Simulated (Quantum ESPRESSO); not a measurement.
**Projected density-of-states run of Hf (part 4 of 4)**

Continued. System: Hf (P-1, 2 atoms in the cell). Method: Kohn-Sham DFT of a periodic cell, PBE with D3(BJ) two-body, spin-orbit coupling, PseudoDojo 0.4 FR PBE standard (Quantum ESPRESSO 7.5); cutoff 789.13 eV, 4×4×2 k-mesh, cold smearing of 0.1 eV, non-collinear spins. The structure derives from an entry of the Crystallography Open Database.

Geometry of the input (Å; fractional positions):
```
3.1717  0.0113  -0.0002
-1.5760  2.7524  -0.0092
-0.0002  -0.0170  5.1170
Hf 0.6667  0.3333  0.7500
Hf 0.3333  0.6667  0.2500
```

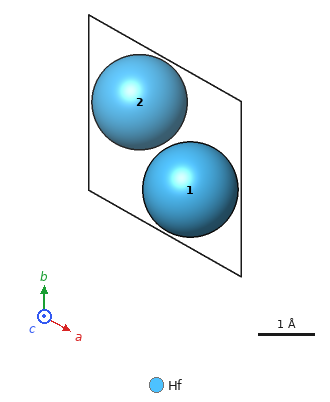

Figure 1. The input geometry (spheres-only view of the cell of the calculation, along the c axis; atoms are numbered from 1 in the order of the input).

File projwfc.out, continued
```
     state #   1: atom   1 (Hf1), wfc  1 (l=0 j=0.5 m_j=-0.5)
     state #   2: atom   1 (Hf1), wfc  1 (l=0 j=0.5 m_j= 0.5)
     state #   3: atom   1 (Hf1), wfc  2 (l=1 j=1.5 m_j=-1.5)
     state #   4: atom   1 (Hf1), wfc  2 (l=1 j=1.5 m_j=-0.5)
     state #   5: atom   1 (Hf1), wfc  2 (l=1 j=1.5 m_j= 0.5)
     state #   6: atom   1 (Hf1), wfc  2 (l=1 j=1.5 m_j= 1.5)
     state #   7: atom   1 (Hf1), wfc  3 (l=1 j=0.5 m_j=-0.5)
     state #   8: atom   1 (Hf1), wfc  3 (l=1 j=0.5 m_j= 0.5)
     state #   9: atom   1 (Hf1), wfc  4 (l=2 j=2.5 m_j=-2.5)
     state #  10: atom   1 (Hf1), wfc  4 (l=2 j=2.5 m_j=-1.5)
     state #  11: atom   1 (Hf1), wfc  4 (l=2 j=2.5 m_j=-0.5)
     state #  12: atom   1 (Hf1), wfc  4 (l=2 j=2.5 m_j= 0.5)
     state #  13: atom   1 (Hf1), wfc  4 (l=2 j=2.5 m_j= 1.5)
     state #  14: atom   1 (Hf1), wfc  4 (l=2 j=2.5 m_j= 2.5)
     state #  15: atom   1 (Hf1), wfc  5 (l=2 j=1.5 m_j=-1.5)
     state #  16: atom   1 (Hf1), wfc  5 (l=2 j=1.5 m_j=-0.5)
     state #  17: atom   1 (Hf1), wfc  5 (l=2 j=1.5 m_j= 0.5)
     state #  18: atom   1 (Hf1), wfc  5 (l=2 j=1.5 m_j= 1.5)
     state #  19: atom   1 (Hf1), wfc  6 (l=0 j=0.5 m_j=-0.5)
     state #  20: atom   1 (Hf1), wfc  6 (l=0 j=0.5 m_j= 0.5)
     state #  21: atom   2 (Hf2), wfc  1 (l=0 j=0.5 m_j=-0.5)
     state #  22: atom   2 (Hf2), wfc  1 (l=0 j=0.5 m_j= 0.5)
     state #  23: atom   2 (Hf2), wfc  2 (l=1 j=1.5 m_j=-1.5)
     state #  24: atom   2 (Hf2), wfc  2 (l=1 j=1.5 m_j=-0.5)
     state #  25: atom   2 (Hf2), wfc  2 (l=1 j=1.5 m_j= 0.5)
     state #  26: atom   2 (Hf2), wfc  2 (l=1 j=1.5 m_j= 1.5)
     state #  27: atom   2 (Hf2), wfc  3 (l=1 j=0.5 m_j=-0.5)
     state #  28: atom   2 (Hf2), wfc  3 (l=1 j=0.5 m_j= 0.5)
     state #  29: atom   2 (Hf2), wfc  4 (l=2 j=2.5 m_j=-2.5)
     state #  30: atom   2 (Hf2), wfc  4 (l=2 j=2.5 m_j=-1.5)
     state #  31: atom   2 (Hf2), wfc  4 (l=2 j=2.5 m_j=-0.5)
     state #  32: atom   2 (Hf2), wfc  4 (l=2 j=2.5 m_j= 0.5)
     state #  33: atom   2 (Hf2), wfc  4 (l=2 j=2.5 m_j= 1.5)
     state #  34: atom   2 (Hf2), wfc  4 (l=2 j=2.5 m_j= 2.5)
     state #  35: atom   2 (Hf2), wfc  5 (l=2 j=1.5 m_j=-1.5)
     state #  36: atom   2 (Hf2), wfc  5 (l=2 j=1.5 m_j=-0.5)
     state #  37: atom   2 (Hf2), wfc  5 (l=2 j=1.5 m_j= 0.5)
     state #  38: atom   2 (Hf2), wfc  5 (l=2 j=1.5 m_j= 1.5)
     state #  39: atom   2 (Hf2), wfc  6 (l=0 j=0.5 m_j=-0.5)
     state #  40: atom   2 (Hf2), wfc  6 (l=0 j=0.5 m_j= 0.5)

[... projections at each k point ...]
Lowdin Charges:

     Atom #   1: total charge =  11.9124, s =  2.7996,
     Atom #   1: total charge =  11.9124, p =  5.9772,
     Atom #   1: total charge =  11.9124, d =  3.1356,
     Atom #   2: total charge =  11.9124, s =  2.7996,
     Atom #   2: total charge =  11.9124, p =  5.9772,
     Atom #   2: total charge =  11.9124, d =  3.1355,
     Spilling Parameter:   0.0073

=------------------------------------------------------------------------------=
   JOB DONE.
=------------------------------------------------------------------------------=
```

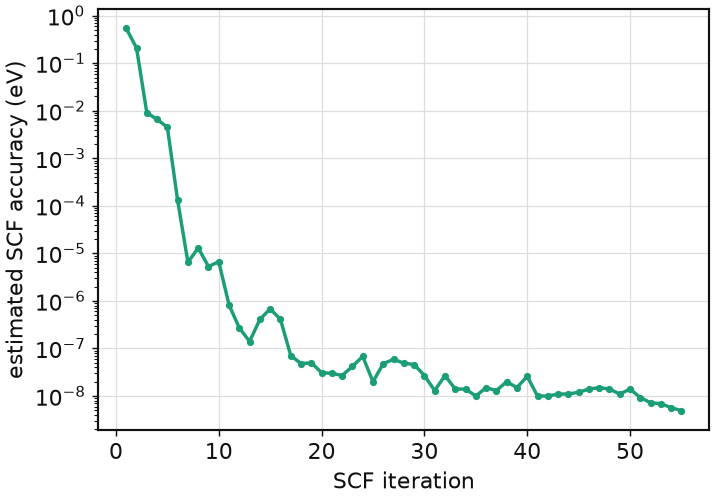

Figure 2. Convergence of the self-consistent field: estimated SCF accuracy against the iteration. The field takes 55 iterations in all.

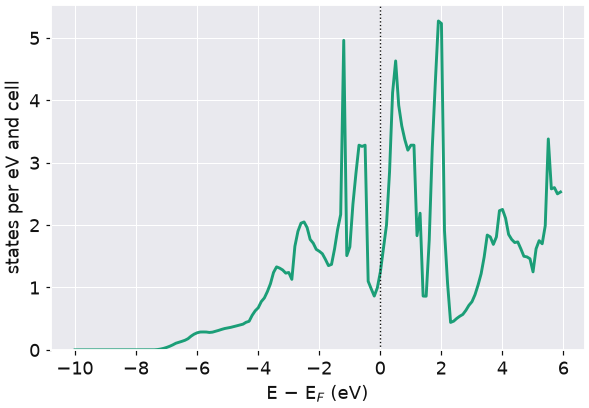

Figure 3. Density of states from the levels on the mesh of the run, whose fine structure reflects that mesh, with energies from the Fermi level of the run. At the top of the window the curve may fall because the computed bands end.

Key numbers

```tsv
quantity	value
outcome	converged
space group (tolerance 0.01 Å)	P-1 (2)
electrons treated	24
free energy	−3077.6679 eV
Fermi energy	14.492 eV
gap on the k-point mesh	none (metallic)
net moment of the cell	0.00 μB
integrated absolute moment	0.00 μB
pressure	−3.01 GPa
largest force (length of the vector)	0.011 eV/Å
wall time	16 min
peak memory	0.37 GiB
```

Points of doubt noted for this run: coarse mesh. The k-point mesh is coarse for a cell of this size, so the results may not be converged.
